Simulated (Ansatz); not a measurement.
# LiNbO3: geometry relaxation (part 1 of 3)

LiNbO3 (10 atoms in the cell), computed with DFT PBE, scalar-relativistic, plane waves, PAW, no spin polarisation (Ansatz 0.2.0).

The structure derives from an entry of the Crystallography Open Database. Figures and captions count atoms from 1; the log counts them from 0 in places.

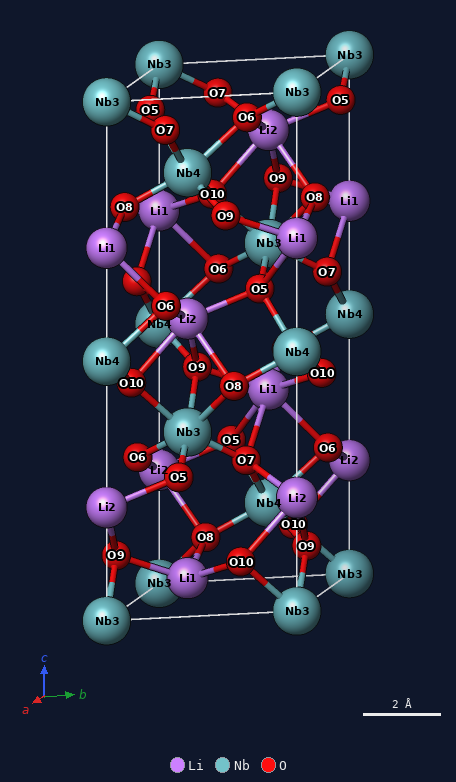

*The starting structure (ball-and-stick view of the cell 3 times as large as that of the calculation, set on its symmetry axes, seen slightly off an axis; atoms are numbered from 1 in the order of the input).*

Near neighbours in the crystal (not all of them lie inside the picture): Li has 6 O at 2.07 to 2.24 Å; Nb has 6 O at 1.88 to 2.13 Å; O has 2 Li at 2.07 to 2.24 Å and 2 Nb at 1.88 to 2.13 Å.

### Input
```yaml
crystal:
  lattice:
    - [2.5758, 1.4871388234, 4.623]
    - [-2.5758, 1.4871388234, 4.623]
    - [0.0, -2.9742776468, 4.623]
  atoms:
    - { symbol: Li, position: [0.2815, 0.2815, 0.2815] }
    - { symbol: Li, position: [0.7815, 0.7815, 0.7815] }
    - { symbol: Nb, position: [5.5e-05, 5.5e-05, 5.5e-05] }
    - { symbol: Nb, position: [0.500055, 0.500055, 0.500055] }
    - { symbol: O, position: [0.11231, 0.35836, 0.71959] }
    - { symbol: O, position: [0.71959, 0.11231, 0.35836] }
    - { symbol: O, position: [0.35836, 0.71959, 0.11231] }
    - { symbol: O, position: [0.21959, 0.85836, 0.61231] }
    - { symbol: O, position: [0.85836, 0.61231, 0.21959] }
    - { symbol: O, position: [0.61231, 0.21959, 0.85836] }
basis:
  ecutwfc: 420
kpoints:
  mp_grid: { grid: [6, 6, 6] }
hamiltonian:
  xc: pbe
scf:
  occupations: { method: gaussian, width: 0.02 }
output:
  forces: true
  stress: true
  eigenvalues: true
  write_density: true
  write_potential: true
  elf: true
  volumetric_format: npy
relax:
  adjacent_minimum: "off"
  f_tol: 0.005
  max_steps: 80
  cell: { stress_tol: 0.05 }
```

Launch command:
```bash
ansatz run input.yaml --threads 8 --pin off --max-ram 22528MiB --backend cpu --events-out ev --progress --plain --runs-dir out
```

### What the program printed
```
Engine: ansatz 0.2.0, aarch64-unknown-linux-gnu
Pseudopotentials: kind: paw
Pseudopotential: Li, paw, valence charge 3, recommended cutoff 420 eV (normal), Li.paw.azcp
Pseudopotential: Nb, paw, valence charge 13, recommended cutoff 420 eV (normal), Nb.paw.azcp
Pseudopotential: O, paw, valence charge 6, recommended cutoff 420 eV (normal), O.paw.azcp
Functional definition: PBE
  parameter kappa = 0.804
  parameter beta = 0.06672455060314922
  exchange = pbe_x(kappa = kappa, mu = beta*pi^2/3)
  correlation = pbe_c(beta = beta)
Crystal: 10 atoms, lattice volume = 106.252 Å³
Basis set: ecut = 420 eV, 2091 PW (Γ), exchange–correlation on 80×80×80 points (8 copies of the dense FFT grid, shifted against one another)
Bands: 44, of which v1, the nominal top of the filled ones, is band 34 counted from 1 (33 counted from 0)
Symmetry: 6 space group operations
Space group: R3c (ITA 161), of the structure as read, at distance tolerance 4.7e-5 Å
k-points: 32 of 216 (time reversal used)
Non-local potential: Li, projectors of the file, l = 0: 3, l = 1: 2, l = 2: 1
Non-local potential: Nb, projectors of the file, l = 0: 3, l = 1: 2, l = 2: 2, l = 3: 1
Non-local potential: O, projectors of the file, l = 0: 2, l = 1: 2, l = 2: 1
PAW form: soft (Blöchl's): semilocal exchange-correlation on the pseudo side does not see the compensation charge
PAW one-centre angular grid: Li, 110 points (default); XC on 64 Gauss nodes
PAW one-centre angular grid: Nb, 590 points (default); XC on 64 Gauss nodes
PAW one-centre angular grid: O, 110 points (default); XC on 64 Gauss nodes
Initial density: superposition of atomic densities (neutral atoms: chi_scale 0, normalization atom), corrected by the library's trained network
Initial wavefunctions: pseudopotential atomic-orbital guess
Functional: x = pbe(κ = 0.804, μ = 0.2195149727645171), c = pbe(β = 0.06672455060314922)
SCF iter   1: F=—  HF=-12929.441105 eV  |F-HF|=—  |Δ(HF+E_count)|=         —  Δρ=1.57e-3  dr2=9.09e-4  ethr=1.77e-3  ⟨swp⟩=6.2  Hψ=5740  notcnv=0  defer=1
preconditioner: auto → Resta (q_TF=auto, 2.533 Å⁻¹)  ε∞=5.5  [insulator: Δε(μ)=3.601 eV  Ē_g=11.714 eV  σ=0.020 eV  W_gap=1.00  n_scr=26 (ndim 8)  ℏωp=25.0 eV  f_vac=0.019  D(μ)=0.00/eV (n_scr^D=0)  ε∞_Penn≈5.5]
SCF iter   2: F=—  HF=-12929.442629 eV  |F-HF|=—  |Δ(HF+E_count)|=   1.52e-3  Δρ=8.60e-4  dr2=2.61e-4  ethr=1.34e-6  ⟨swp⟩=2.0  Hψ=2536  notcnv=0  defer=104
SCF iter   3: F=—  HF=-12929.443261 eV  |F-HF|=—  |Δ(HF+E_count)|=   6.31e-4  Δρ=3.81e-4  dr2=9.66e-5  ethr=3.84e-7  ⟨swp⟩=2.1  Hψ=2039  notcnv=0  defer=104
SCF iter   4: F=—  HF=-12929.443337 eV  |F-HF|=—  |Δ(HF+E_count)|=   7.64e-5  Δρ=6.95e-5  dr2=5.81e-6  ethr=1.42e-7  ⟨swp⟩=2.0  Hψ=1859  notcnv=0  defer=104
SCF iter   5: F=—  HF=-12929.443342 eV  |F-HF|=—  |Δ(HF+E_count)|=   4.61e-6  Δρ=2.43e-5  dr2=8.34e-7  ethr=8.55e-9  ⟨swp⟩=2.1  Hψ=1911  notcnv=0  defer=104
SCF iter   6: F=-12929.443342 eV  HF=-12929.443342 eV  |F-HF|=7.30e-8  |Δ(HF+E_count)|=   8.34e-7  Δρ=8.53e-6  dr2=9.02e-8  ethr=1.47e-10  ⟨swp⟩=11.8  Hψ=9594  notcnv=0
SCF 1 converged in 6 iterations: F = -12929.443342 eV  dr2 = 9.02e-8
  greatest PAW one-centre occupation: 1.000 electrons in one spin orbital (limit 2), on the Li atom at site 1 (counted from 0), in its partial waves of l = 0
relax step   1: F+E_penalty+E_count = -12929.44334247 eV  Δ(F+E_penalty+E_count) = +0.000e0 eV  max|allowed force component| = 1.998e-1 eV/Å  Δτ_max = 0.0000 Å  P = +4.635 GPa  Ω = 106.252 Å³  (6 SCF iters, dr2 threshold 1.00e-7 eV, accepted)
Crystal: 10 atoms, lattice volume = 108.451 Å³
Basis set: ecut = 420 eV, 2127 PW (Γ), exchange–correlation on 80×80×80 points (8 copies of the dense FFT grid, shifted against one another)
Initial density: handed on by an earlier stage of this run
Initial wavefunctions: those handed on with the density
iter 1 solved again at ethr=2.51e-5 eV; its pass at ethr=3.10e-3 eV (dr2=1.71e-2 eV) is discarded
SCF iter   1: F=—  HF=-12929.472856 eV  |F-HF|=—  |Δ(HF+E_count)|=         —  Δρ=4.63e-3  dr2=1.71e-2  ethr=2.51e-5  ⟨swp⟩=2.9  Hψ=6023  notcnv=0
preconditioner: auto → Resta (q_TF=auto, 2.524 Å⁻¹)  ε∞=5.6  [insulator: Δε(μ)=3.486 eV  Ē_g=11.505 eV  σ=0.020 eV  W_gap=1.00  n_scr=26 (ndim 8)  ℏωp=24.7 eV  f_vac=0.023  D(μ)=0.00/eV (n_scr^D=0)  ε∞_Penn≈5.6]
SCF iter   2: F=—  HF=-12929.469356 eV  |F-HF|=—  |Δ(HF+E_count)|=   3.50e-3  Δρ=1.74e-3  dr2=2.82e-3  ethr=2.51e-5  ⟨swp⟩=2.2  Hψ=2391  notcnv=0
SCF iter   3: F=—  HF=-12929.468983 eV  |F-HF|=—  |Δ(HF+E_count)|=   3.72e-4  Δρ=8.66e-4  dr2=6.15e-4  ethr=4.15e-6  ⟨swp⟩=2.5  Hψ=2036  notcnv=0
SCF iter   4: F=—  HF=-12929.468961 eV  |F-HF|=—  |Δ(HF+E_count)|=   2.22e-5  Δρ=2.94e-4  dr2=8.98e-5  ethr=9.04e-7  ⟨swp⟩=2.0  Hψ=2306  notcnv=0
SCF iter   5: F=—  HF=-12929.468974 eV  |F-HF|=—  |Δ(HF+E_count)|=   1.32e-5  Δρ=4.50e-5  dr2=3.66e-6  ethr=1.32e-7  ⟨swp⟩=2.0  Hψ=1943  notcnv=0
SCF iter   6: F=-12929.468977 eV  HF=-12929.468976 eV  |F-HF|=1.13e-7  |Δ(HF+E_count)|=   2.28e-6  Δρ=7.73e-6  dr2=1.06e-7  ethr=1.47e-9  ⟨swp⟩=10.9  Hψ=9955  notcnv=0
SCF 2 converged in 6 iterations: F = -12929.468977 eV  dr2 = 1.06e-7
relax step   2: F+E_penalty+E_count = -12929.46897653 eV  Δ(F+E_penalty+E_count) = -2.563e-2 eV  max|allowed force component| = 1.231e-1 eV/Å  Δτ_max = 0.0108 Å  P = +0.028 GPa  Ω = 108.451 Å³  energy of the carried Pulay correction = -8.783e-3 eV  (6 SCF iters, dr2 threshold 1.00e-6 eV, accepted)
Crystal: 10 atoms, lattice volume = 108.594 Å³
iter 1 solved again at ethr=3.13e-7 eV; its pass at ethr=3.10e-3 eV (dr2=2.13e-4 eV) is discarded
SCF iter   1: F=—  HF=-12929.469344 eV  |F-HF|=—  |Δ(HF+E_count)|=         —  Δρ=6.37e-4  dr2=2.28e-4  ethr=3.13e-7  ⟨swp⟩=2.6  Hψ=5852  notcnv=0
preconditioner: auto → Resta (q_TF=auto, 2.524 Å⁻¹)  ε∞=5.6  [insulator: Δε(μ)=3.525 eV  Ē_g=11.517 eV  σ=0.020 eV  W_gap=1.00  n_scr=26 (ndim 8)  ℏωp=24.7 eV  f_vac=0.021  D(μ)=0.00/eV (n_scr^D=0)  ε∞_Penn≈5.6]
SCF iter   2: F=—  HF=-12929.469319 eV  |F-HF|=—  |Δ(HF+E_count)|=   2.48e-5  Δρ=3.30e-4  dr2=4.92e-5  ethr=3.13e-7  ⟨swp⟩=2.7  Hψ=2359  notcnv=0
SCF iter   3: F=—  HF=-12929.469325 eV  |F-HF|=—  |Δ(HF+E_count)|=   5.59e-6  Δρ=1.46e-4  dr2=1.98e-5  ethr=7.24e-8  ⟨swp⟩=2.0  Hψ=1979  notcnv=0
SCF iter   4: F=—  HF=-12929.469323 eV  |F-HF|=—  |Δ(HF+E_count)|=   1.66e-6  Δρ=3.05e-5  dr2=1.11e-6  ethr=2.91e-8  ⟨swp⟩=2.8  Hψ=2138  notcnv=0
SCF iter   5: F=-12929.469323 eV  HF=-12929.469323 eV  |F-HF|=2.29e-8  |Δ(HF+E_count)|=   1.22e-7  Δρ=6.72e-6  dr2=4.92e-8  ethr=1.39e-9  ⟨swp⟩=9.0  Hψ=9079  notcnv=0
SCF 3 converged in 5 iterations: F = -12929.469323 eV  dr2 = 4.92e-8
relax step   3: F+E_penalty+E_count = -12929.46932338 eV  Δ(F+E_penalty+E_count) = -3.468e-4 eV  max|allowed force component| = 8.938e-2 eV/Å  Δτ_max = 0.0048 Å  P = -0.034 GPa  Ω = 108.594 Å³  energy of the carried Pulay correction = -9.347e-3 eV  (5 SCF iters, dr2 threshold 9.46e-7 eV, accepted)
Crystal: 10 atoms, lattice volume = 108.768 Å³
Basis set: ecut = 420 eV, 2139 PW (Γ), exchange–correlation on 80×80×80 points (8 copies of the dense FFT grid, shifted against one another)
iter 1 solved again at ethr=7.67e-7 eV; its pass at ethr=3.10e-3 eV (dr2=5.21e-4 eV) is discarded
SCF iter   1: F=—  HF=-12929.469439 eV  |F-HF|=—  |Δ(HF+E_count)|=         —  Δρ=6.98e-4  dr2=5.25e-4  ethr=7.67e-7  ⟨swp⟩=2.9  Hψ=5874  notcnv=0
preconditioner: auto → Resta (q_TF=auto, 2.523 Å⁻¹)  ε∞=5.6  [insulator: Δε(μ)=3.542 eV  Ē_g=11.518 eV  σ=0.020 eV  W_gap=1.00  n_scr=26 (ndim 8)  ℏωp=24.7 eV  f_vac=0.021  D(μ)=0.00/eV (n_scr^D=0)  ε∞_Penn≈5.6]
SCF iter   2: F=—  HF=-12929.469355 eV  |F-HF|=—  |Δ(HF+E_count)|=   8.38e-5  Δρ=3.57e-4  dr2=8.66e-5  ethr=7.67e-7  ⟨swp⟩=2.8  Hψ=2247  notcnv=0
SCF iter   3: F=—  HF=-12929.469340 eV  |F-HF|=—  |Δ(HF+E_count)|=   1.55e-5  Δρ=1.63e-4  dr2=2.59e-5  ethr=1.27e-7  ⟨swp⟩=2.0  Hψ=1945  notcnv=0
SCF iter   4: F=—  HF=-12929.469338 eV  |F-HF|=—  |Δ(HF+E_count)|=   2.03e-6  Δρ=3.22e-5  dr2=1.42e-6  ethr=3.80e-8  ⟨swp⟩=2.6  Hψ=1965  notcnv=0
SCF iter   5: F=-12929.469338 eV  HF=-12929.469338 eV  |F-HF|=1.71e-8  |Δ(HF+E_count)|=   2.14e-8  Δρ=7.32e-6  dr2=6.43e-8  ethr=7.34e-10  ⟨swp⟩=9.7  Hψ=9250  notcnv=0
SCF 4 converged in 5 iterations: F = -12929.469338 eV  dr2 = 6.43e-8
  greatest PAW one-centre occupation: 1.000 electrons in one spin orbital (limit 2), on the Li atom at site 0 (counted from 0), in its partial waves of l = 0
relax step   4: F+E_penalty+E_count = -12929.46933779 eV  Δ(F+E_penalty+E_count) = -1.441e-5 eV  max|allowed force component| = 3.862e-2 eV/Å  Δτ_max = 0.0049 Å  P = -0.040 GPa  Ω = 108.768 Å³  energy of the carried Pulay correction = -1.003e-2 eV  (5 SCF iters, dr2 threshold 4.99e-7 eV, accepted)
Crystal: 10 atoms, lattice volume = 108.826 Å³
iter 1 solved again at ethr=1.94e-7 eV; its pass at ethr=3.10e-3 eV (dr2=1.32e-4 eV) is discarded
SCF iter   1: F=—  HF=-12929.469342 eV  |F-HF|=—  |Δ(HF+E_count)|=         —  Δρ=3.20e-4  dr2=1.43e-4  ethr=1.94e-7  ⟨swp⟩=2.9  Hψ=5598  notcnv=0
preconditioner: auto → Resta (q_TF=auto, 2.523 Å⁻¹)  ε∞=5.6  [insulator: Δε(μ)=3.558 eV  Ē_g=11.523 eV  σ=0.020 eV  W_gap=1.00  n_scr=26 (ndim 8)  ℏωp=24.7 eV  f_vac=0.021  D(μ)=0.00/eV (n_scr^D=0)  ε∞_Penn≈5.6]
SCF iter   2: F=—  HF=-12929.469315 eV  |F-HF|=—  |Δ(HF+E_count)|=   2.70e-5  Δρ=1.64e-4  dr2=2.37e-5  ethr=1.94e-7  ⟨swp⟩=2.4  Hψ=2092  notcnv=0
SCF iter   3: F=—  HF=-12929.469299 eV  |F-HF|=—  |Δ(HF+E_count)|=   1.57e-5  Δρ=7.39e-5  dr2=6.87e-6  ethr=3.49e-8  ⟨swp⟩=2.0  Hψ=1994  notcnv=0
SCF iter   4: F=—  HF=-12929.469297 eV  |F-HF|=—  |Δ(HF+E_count)|=   1.57e-6  Δρ=1.57e-5  dr2=2.58e-7  ethr=1.01e-8  ⟨swp⟩=2.1  Hψ=1938  notcnv=0
SCF iter   5: F=-12929.469297 eV  HF=-12929.469297 eV  |F-HF|=3.42e-9  |Δ(HF+E_count)|=   1.24e-9  Δρ=3.12e-6  dr2=1.36e-8  ethr=1.37e-10  ⟨swp⟩=8.5  Hψ=8778  notcnv=0
SCF 5 converged in 5 iterations: F = -12929.469297 eV  dr2 = 1.36e-8
relax step   5: F+E_penalty+E_count = -12929.46929726 eV  Δ(F+E_penalty+E_count) = +4.053e-5 eV  max|allowed force component| = 1.302e-2 eV/Å  Δτ_max = 0.0014 Å  P = -0.014 GPa  Ω = 108.826 Å³  energy of the carried Pulay correction = -1.026e-2 eV  (5 SCF iters, dr2 threshold 9.32e-8 eV, accepted)
Crystal: 10 atoms, lattice volume = 108.830 Å³
iter 1 solved again at ethr=5.63e-8 eV; its pass at ethr=3.10e-3 eV (dr2=3.83e-5 eV) is discarded
SCF iter   1: F=—  HF=-12929.469341 eV  |F-HF|=—  |Δ(HF+E_count)|=         —  Δρ=2.48e-4  dr2=4.03e-5  ethr=5.63e-8  ⟨swp⟩=2.1  Hψ=5162  notcnv=0
preconditioner: auto → Resta (q_TF=auto, 2.523 Å⁻¹)  ε∞=5.6  [insulator: Δε(μ)=3.570 eV  Ē_g=11.524 eV  σ=0.020 eV  W_gap=1.00  n_scr=26 (ndim 8)  ℏωp=24.7 eV  f_vac=0.021  D(μ)=0.00/eV (n_scr^D=0)  ε∞_Penn≈5.6]
SCF iter   2: F=—  HF=-12929.469332 eV  |F-HF|=—  |Δ(HF+E_count)|=   8.69e-6  Δρ=1.33e-4  dr2=1.28e-5  ethr=5.63e-8  ⟨swp⟩=2.5  Hψ=2081  notcnv=0
SCF iter   3: F=—  HF=-12929.469331 eV  |F-HF|=—  |Δ(HF+E_count)|=   1.09e-6  Δρ=6.97e-5  dr2=4.65e-6  ethr=1.89e-8  ⟨swp⟩=2.3  Hψ=2046  notcnv=0
SCF iter   4: F=—  HF=-12929.469331 eV  |F-HF|=—  |Δ(HF+E_count)|=   1.19e-7  Δρ=1.32e-5  dr2=1.79e-7  ethr=6.84e-9  ⟨swp⟩=2.2  Hψ=1970  notcnv=0
SCF iter   5: F=-12929.469331 eV  HF=-12929.469331 eV  |F-HF|=4.43e-9  |Δ(HF+E_count)|=   4.04e-8  Δρ=2.53e-6  dr2=8.31e-9  ethr=1.56e-11  ⟨swp⟩=5.9  Hψ=8147  notcnv=0
SCF 6 converged in 5 iterations: F = -12929.469331 eV  dr2 = 8.31e-9
relax step   6: F+E_penalty+E_count = -12929.46933116 eV  Δ(F+E_penalty+E_count) = -3.389e-5 eV  max|allowed force component| = 3.714e-3 eV/Å  Δτ_max = 0.0026 Å  P = -0.053 GPa  Ω = 108.830 Å³  energy of the carried Pulay correction = -1.028e-2 eV  (5 SCF iters, dr2 threshold 1.06e-8 eV, accepted)
Crystal: 10 atoms, lattice volume = 108.794 Å³
iter 1 solved again at ethr=8.88e-9 eV; its pass at ethr=3.10e-3 eV (dr2=6.04e-6 eV) is discarded
```
